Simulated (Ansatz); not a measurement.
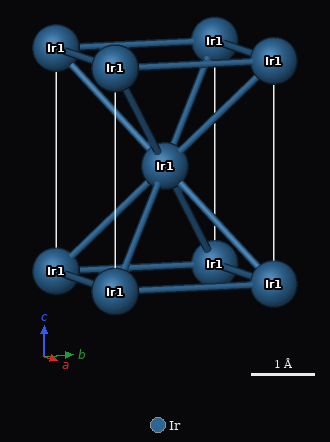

Fig. 1: The input geometry of run 1 (ball-and-stick view of the cell 2 times as large as that of the calculation, set on its symmetry axes, seen slightly off an axis; atoms are numbered from 1 in the order of the input).

## Ir: a changed input and its effect

System: Ir (I4/mmm, 1 atom in the cell).
Method of run 1: DFT LDA, scalar-relativistic, plane waves, PAW, no spin polarisation (Ansatz 0.2.0).

The structure derives from an entry of the Crystallography Open Database. Text and figures count atoms from 1; the logs count them from 0 in places.

**The input, run 1**
```yaml
crystal:
  lattice:
    - [0.0, 1.9197, 1.804518]
    - [1.9197, 0.0, 1.804518]
    - [1.9197, 1.9197, 0.0]
  atoms:
    - { symbol: Ir, position: [0.0, 0.0, 0.0] }
basis:
  ecutwfc: 420
kpoints:
  mp_grid: { grid: [8, 8, 8] }
hamiltonian:
  xc: lda
scf:
  occupations: { method: gaussian, width: 0.15 }
output:
  forces: true
  stress: true
  eigenvalues: true
```

Launched with:
```bash
ansatz run input.yaml --threads 1 --pin off --max-ram 2560MiB --backend cpu --events-out ev --progress --plain --runs-dir out
```

Hardware: 1 thread of AMD EPYC (Zen 5), 64 GiB of memory available, shared host.

**Output, shortened to warnings, some set-up lines, iterations and results (run 1)**
```
Basis set: ecut = 420 eV, 275 PW (Γ)
Symmetry: 16 space group operations
k-points: 59 of 512
Initial density: superposition of atomic densities (neutral atoms: chi_scale 0, normalization atom), corrected by the library's trained network
[...]
SCF iter   1: F=—  HF=-11663.242632 eV  |F-HF|=—  |Δ(HF+E_count)|=         —  Δρ=6.26e-3  dr2=1.00e-3  ethr=1.77e-3  ⟨swp⟩=5.0  Hψ=3783  notcnv=0
SCF iter   2: F=—  HF=-11663.242591 eV  |F-HF|=—  |Δ(HF+E_count)|=   4.16e-5  Δρ=3.04e-3  dr2=1.78e-4  ethr=5.90e-6  ⟨swp⟩=2.0  Hψ=1419  notcnv=0
SCF iter   3: F=—  HF=-11663.242681 eV  |F-HF|=—  |Δ(HF+E_count)|=   9.07e-5  Δρ=6.47e-4  dr2=2.17e-5  ethr=1.05e-6  ⟨swp⟩=2.0  Hψ=1002  notcnv=0
SCF iter   4: F=—  HF=-11663.242678 eV  |F-HF|=—  |Δ(HF+E_count)|=   2.87e-6  Δρ=7.44e-5  dr2=2.31e-7  ethr=1.28e-7  ⟨swp⟩=2.6  Hψ=1185  notcnv=0
SCF iter   5: F=-11663.242678 eV  HF=-11663.242678 eV  |F-HF|=1.18e-10  |Δ(HF+E_count)|=   9.89e-9  Δρ=1.60e-5  dr2=7.22e-9  ethr=1.36e-9  ⟨swp⟩=1.8  Hψ=994  notcnv=0
SCF iter   6: F=-11663.242678 eV  HF=-11663.242678 eV  |F-HF|=1.82e-12  |Δ(HF+E_count)|=  4.78e-10  Δρ=8.22e-7  dr2=2.04e-11  ethr=4.24e-11  ⟨swp⟩=2.4  Hψ=2441  notcnv=0
SCF 1 converged in 6 iterations: F = -11663.242678 eV  dr2 = 2.04e-11
SCF converged after 6 iterations
Free energy (F): -11663.242678 eV
Harris-Foulkes:  -11663.242678 eV  (|F-HF|=1.82e-12)
Internal energy: -11663.221776 eV  (E = F + TS)
E sigma→0 (E₀):  -11663.232227 eV
Entropy (-TS):   -0.020902 eV (-20.902 meV/atom)
Fermi energy:    27.562750 eV
--- Per-component energies (eV) ---
  E_band       = -58.302297
  E_kinetic    = 627.094686
  E_local      = -1000.762867  (includes V_loc(G=0)·N_el)
  E_nonlocal   = 80.108178
  E_hartree    = 387.829138
  E_xc         = -267.828089
  E_vxc        = -301.714751  (∫ρ·V_xc dr)
  E_paw        = -8953.642948  (= ΣΔE_a)
  E_vpaw       = -238.685849  (= ΣTr[D̂ρ^β])
  E_aug_tail   = 0.000049  (compensation charges beyond the density's cutoff)
  E_ewald      = -2536.431524
  E_core_change = 0.411602  (= ΣΔE_core)
  E_smearing   = -0.020902  (= −TS)
  E_closure    = -0.000000  (closes the sum)
  Σ components = -11663.242678   (vs F -11663.242678, Δ=0.00e0)
--- Forces (eV/Å), atoms counted from 1 ---
  atom   1  Ir     0.00000000     0.00000000    -0.00000000
  max |Σ_I F_I| component: 2.96e-31 eV/Å
--- Stress (GPa, compression-positive) ---
       11.962509       0.000000       0.000000
        0.000000      11.962509       0.000000
        0.000000       0.000000      37.489129
  P = ⅓ Tr σ = 20.4714 GPa (204.714 kbar)
```

The input of run 2 differs as follows (lines with − go, lines with + come):
```diff
-    - [0.0, 1.9197, 1.804518]
-    - [1.9197, 0.0, 1.804518]
+    - [0.0, 1.9197, 1.8333135]
+    - [1.9197, 0.0, 1.8333135]
```

Predict how the results change.

With the same functional and potentials, run 2 lies 41.2 meV per atom lower. The pressure goes from 20.47 to 12.49 GPa. The volume per atom goes from 13.30 to 13.51 Å³. The number of SCF iterations is the same.

**Output, shortened to warnings, some set-up lines, iterations and results (run 2)**
```
Basis set: ecut = 420 eV, 275 PW (Γ)
Symmetry: 16 space group operations
k-points: 59 of 512
Initial density: superposition of atomic densities (neutral atoms: chi_scale 0, normalization atom), corrected by the library's trained network
[...]
SCF iter   1: F=—  HF=-11663.283756 eV  |F-HF|=—  |Δ(HF+E_count)|=         —  Δρ=6.22e-3  dr2=9.21e-4  ethr=1.77e-3  ⟨swp⟩=5.0  Hψ=3760  notcnv=0
SCF iter   2: F=—  HF=-11663.283812 eV  |F-HF|=—  |Δ(HF+E_count)|=   5.65e-5  Δρ=3.02e-3  dr2=1.76e-4  ethr=5.42e-6  ⟨swp⟩=2.0  Hψ=1432  notcnv=0
SCF iter   3: F=—  HF=-11663.283904 eV  |F-HF|=—  |Δ(HF+E_count)|=   9.21e-5  Δρ=5.19e-4  dr2=1.85e-5  ethr=1.04e-6  ⟨swp⟩=1.6  Hψ=919  notcnv=0
SCF iter   4: F=—  HF=-11663.283901 eV  |F-HF|=—  |Δ(HF+E_count)|=   2.70e-6  Δρ=7.14e-5  dr2=1.91e-7  ethr=1.09e-7  ⟨swp⟩=2.2  Hψ=1074  notcnv=0
SCF iter   5: F=-11663.283901 eV  HF=-11663.283901 eV  |F-HF|=1.06e-10  |Δ(HF+E_count)|=   1.02e-8  Δρ=1.58e-5  dr2=7.96e-9  ethr=1.13e-9  ⟨swp⟩=1.4  Hψ=868  notcnv=0
SCF iter   6: F=-11663.283901 eV  HF=-11663.283901 eV  |F-HF|=7.28e-12  |Δ(HF+E_count)|=  7.28e-10  Δρ=9.77e-7  dr2=2.66e-11  ethr=4.68e-11  ⟨swp⟩=2.7  Hψ=2480  notcnv=0
SCF 1 converged in 6 iterations: F = -11663.283901 eV  dr2 = 2.66e-11
SCF converged after 6 iterations
Free energy (F): -11663.283901 eV
Harris-Foulkes:  -11663.283901 eV  (|F-HF|=7.28e-12)
Internal energy: -11663.263305 eV  (E = F + TS)
E sigma→0 (E₀):  -11663.273603 eV
Entropy (-TS):   -0.020596 eV (-20.596 meV/atom)
Fermi energy:    27.026555 eV
--- Per-component energies (eV) ---
  E_band       = -66.242132
  E_kinetic    = 626.174096
  E_local      = -1018.804909  (includes V_loc(G=0)·N_el)
  E_nonlocal   = 79.989237
  E_hartree    = 393.120131
  E_xc         = -267.506614
  E_vxc        = -301.296644  (∫ρ·V_xc dr)
  E_paw        = -8953.528411  (= ΣΔE_a)
  E_vpaw       = -238.544233  (= ΣTr[D̂ρ^β])
  E_aug_tail   = 0.000047  (compensation charges beyond the density's cutoff)
  E_ewald      = -2523.118485
  E_core_change = 0.411602  (= ΣΔE_core)
  E_smearing   = -0.020596  (= −TS)
  E_closure    = -0.000000  (closes the sum)
  Σ components = -11663.283901   (vs F -11663.283901, Δ=0.00e0)
--- Forces (eV/Å), atoms counted from 1 ---
  atom   1  Ir     0.00000000     0.00000000    -0.00000000
  max |Σ_I F_I| component: 7.89e-31 eV/Å
--- Stress (GPa, compression-positive) ---
        6.272934       0.000000      -0.000000
        0.000000       6.272934      -0.000000
       -0.000000      -0.000000      24.910849
  P = ⅓ Tr σ = 12.4856 GPa (124.856 kbar)
```

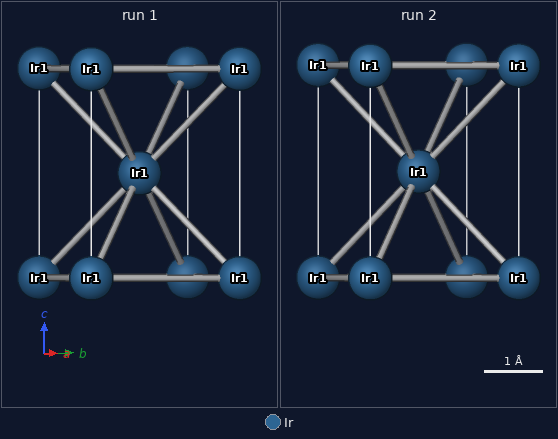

Fig. 2: The two input geometries at one scale (ball-and-stick view of the cell 2 times as large as that of the calculation, set on its symmetry axes, seen at an oblique angle). The atoms keep their places relative to the cell (all moves are under 0.005 Å). The drawn cell changes as follows: a = b stay at 2.715 Å, c 3.609 → 3.667 Å (+1.6 %); the volume changes by +1.6 %. Among the contacts that change: Ir1–Ir1 2.635 → 2.654 Å.

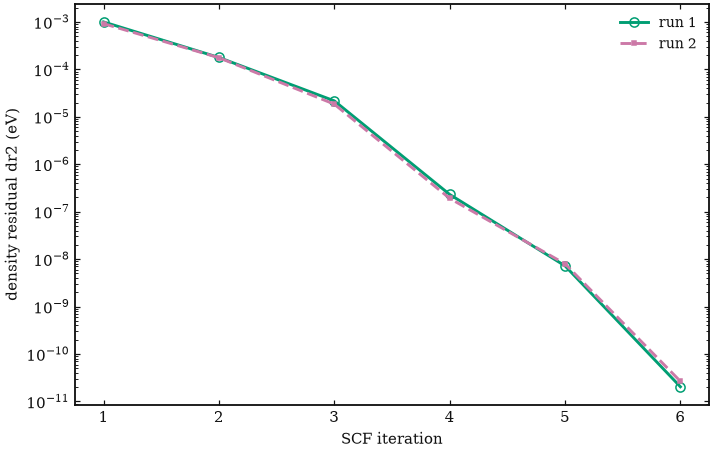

Fig. 3: Convergence of the two runs: density residual dr2 against the SCF iteration. Run 1 takes 6 iterations in all, and run 2 takes 6.

**The two runs side by side**

| quantity | run 1 | run 2 |
| --- | --- | --- |
| outcome | converged | converged |
| free energy per atom (eV) | −11663.2427 | −11663.2839 |
| energy per atom, smearing taken to zero (eV) | −11663.2322 | −11663.2736 |
| gap on the mesh (eV) | 0.00 | 0.00 |
| pressure (GPa) | 20.47 | 12.49 |
| volume per atom (Å³) | 13.30 | 13.51 |
| largest force (eV/Å) | 0.000 | 0.000 |
| SCF iterations | 6 | 6 |
| irreducible k-points | 59 | 59 |
| plane waves at Γ | 275 | 275 |

For both runs: Spin–orbit coupling is left out, which matters for Ir.
